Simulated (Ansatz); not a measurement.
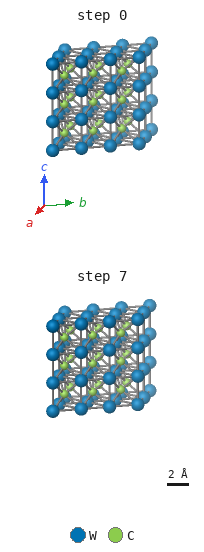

The structure of a crystal of WC (set up in P-6m2) before (top) and after (bottom) a relaxation, at one scale.

Style: ball-and-stick. Shown: the cell of the calculation, repeated 2 × 3 × 3 with one cell outlined, slightly off an axis.

The run lets cell and atoms move.

Theory: Kohn-Sham DFT of a periodic cell, PBEsol, Ansatz PAW (Ansatz).

The input:
```yaml
crystal:
  lattice:
    - [2.9065, 0.0, 0.0]
    - [-1.45325, 2.5171028361, 0.0]
    - [0.0, 0.0, 2.8366]
  atoms:
    - { symbol: W, position: [0.0, 0.0, 0.0] }
    - { symbol: C, position: [0.6666666667, 0.3333333333, 0.5] }
hamiltonian:
  xc: pbesol
  pseudopotentials: { kind: paw }
kpoints:
  mp_grid: { grid: [10, 10, 9] }
scf:
  occupations: { method: fermi_dirac, width: 0.05 }
output:
  forces: true
  stress: true
  eigenvalues: true
  write_density: true
  write_potential: true
  elf: true
  volumetric_format: npy
relax:
  f_tol: 0.01
  max_steps: 40
  cell: { stress_tol: 0.05, p_target: 20.0 }
```

Launched with:
```bash
ansatz run input.yaml --threads 2 --pin off --max-ram 5632MiB --backend cpu --events-out ev --progress --plain --runs-dir out
```

Summarise the run.

The atoms keep their places relative to the cell (all moves are under 0.005 Å). The volume changes by −5.2 %, with a 2.906 → 2.853 Å (−1.8 %), b 2.907 → 2.853 Å (−1.8 %), c 2.837 → 2.792 Å (−1.6 %). Among the contacts that change: W–W 2.906 → 2.853 Å, W–W 2.837 → 2.792 Å, C–W 2.197 → 2.159 Å. The space group stays P-6m2 (No. 187). After 5 accepted moves (7 points after the start) the energy has risen by 26.0 meV per atom. With the target pressure of 20 GPa, the enthalpy E + pV changes by −41.0 meV per atom. All forces vanish by symmetry, so only the cell relaxes. The pressure goes from −3.49 to 20.00 GPa. The SCF was repeated twice at an unchanged geometry on a basis and grid sized afresh for the cell, which shifted the energy by 0.9 meV per atom at most.
